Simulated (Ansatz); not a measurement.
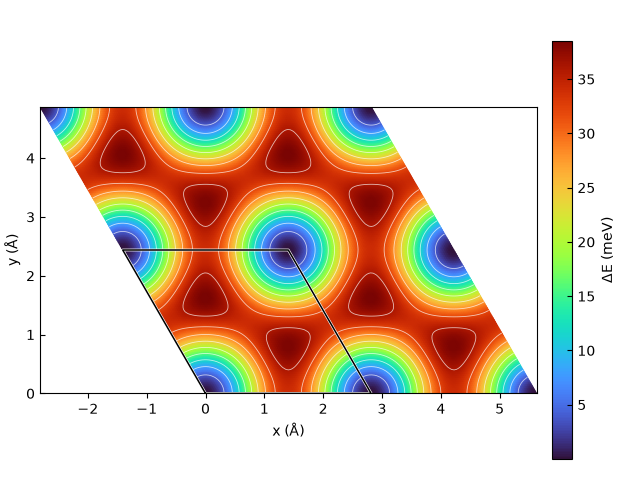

H on an Al(001) slab cut from the P6_3/mmc phase, its upper half relaxed before the scan (32 atoms of substrate and one adsorbate in a 2 × 2 cell). H is moved over the surface cell at a fixed height above a rigid substrate; the origin of the map has the adsorbate above Al29; the height is held at 3.30 Å. Places are given modulo a cell vector. The map is drawn in real space over the plane of the surface. The grid has 6 × 6 points; 10 points were computed and 26 follow by symmetry. Places are given in fractions of the 1 × 1 surface cell. All energies are given in meV relative to the lowest grid point. The runs have no spin polarisation, so an open-shell adsorbate far from the surface lies too high. At a fixed height the lowest place need not be the adsorption site. Computed with Ansatz 0.2.0, DFT PBE+D3(BJ), scalar-relativistic, plane waves, PAW. Settings: cutoff 420 eV, k-mesh 6×6×1, gaussian smearing 0.1 eV, no spin polarisation.

The picture shows a smooth colour map with a few white contour lines, the outline of one cell of the 2 × 2 shown. Between grid points the surface is interpolated.

The lowest grid point is at the top site over a surface Al atom, (0/6, 0/6) of the cell vectors. No other kind of well shows on this grid. The highest grid point, a threefold hollow, (2/6, 4/6) of the cell vectors, lies 38.5 meV above the lowest. On the interpolated surface the easiest way out of the lowest well to its copy in the next cell or period passes a barrier of about 34 meV. At the lowest point the adsorbate has 1 Al at 3.30 Å as nearest neighbours, at the highest 3 Al at 3.68 Å.

The scan is repeated with another setting: the height is held at 2.50 Å; all else is set up alike.

How does the landscape change?

The lowest place stays at the top site over a surface Al atom, (0/6, 0/6) of the cell vectors. The highest place moves from a threefold hollow, (2/6, 4/6) of the cell vectors to a threefold hollow over a second-layer Al atom, (4/6, 2/6) of the cell vectors. The span from the lowest to the highest grid point grows from 38.5 to 203.7 meV. The easiest pass out of the lowest well goes from about 34 to about 177 meV on the interpolated surfaces. In the new map: at the lowest point the adsorbate has 1 Al at 2.50 Å as nearest neighbours, at the highest 3 Al at 2.98 Å.

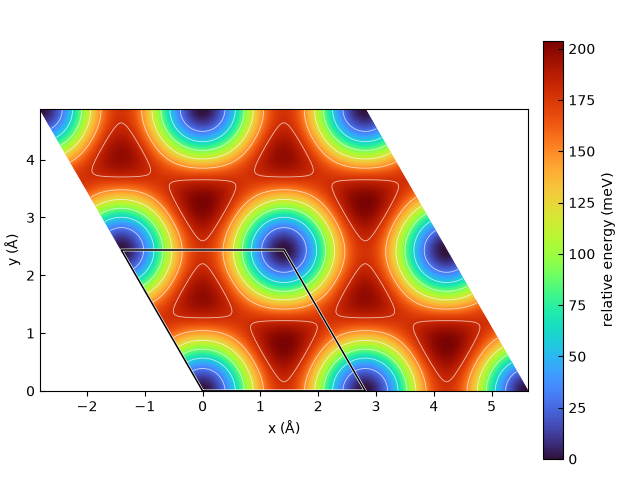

The map after the change, on a colour scale of its own. The picture shows a smooth colour map with a few white contour lines, the outline of one cell of the 2 × 2 shown. Between grid points the surface is interpolated.

PAW datasets: the set soft_1.
